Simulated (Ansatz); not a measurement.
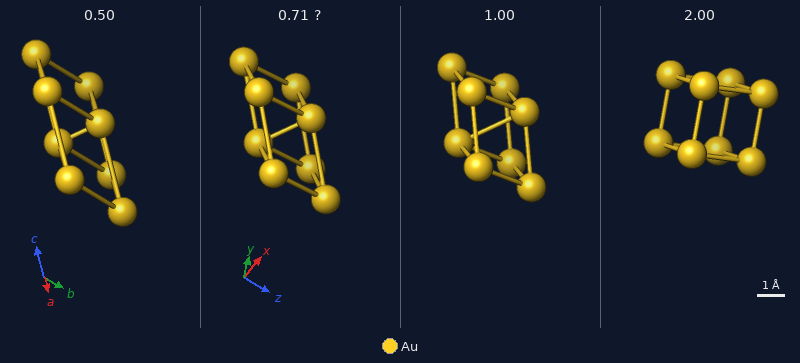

Crystalline Au (Im-3m): the ratio of the cell's length along [111] to its lengths across, counted as 1 for the reference, is changed at fixed volume (a trigonal path), with the atoms kept at their fractional coordinates. x, y and z are the Cartesian axes of the input. A ball-and-stick model of the cell of the calculation, seen slightly off an axis.

The calculation used DFT PBEsol, scalar-relativistic, plane waves, PAW in Ansatz. Set-up: plane-wave cutoff 420 eV; k-point mesh 22 × 22 × 22; occupations gaussian; smearing width 0.15 eV; no spin polarisation. Energies (free energies at the smearing named) are counted from the cell as listed in its source, which wasn't relaxed.

```csv
axial ratio over its reference value,energy change (meV/atom)
0.50,11319
0.60,4177
0.71,?
0.85,165
0.93,26
1.00,0
1.08,14
1.20,57
1.41,127
1.70,223
2.00,261
```

> Estimate the missing energy from the other rows, and compare with the calculation.

A straight line between the two neighbours gives 2412 meV/atom. A cubic through the four nearest rows (0.50, 0.60, 0.85, 0.93) gives, with Lagrange weights, (−0.2251)(11319) + (0.7840)(4177) + (0.7260)(165) + (−0.2849)(26) = 839 meV/atom. The calculation gives 1264 meV/atom, so the cubic is 425 meV/atom too low and the straight line 1148 meV/atom too high, as the curve bends upwards here.

The whole profile:

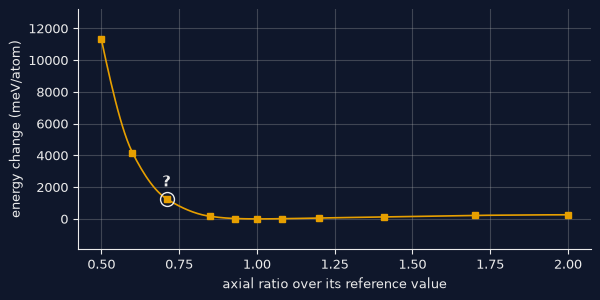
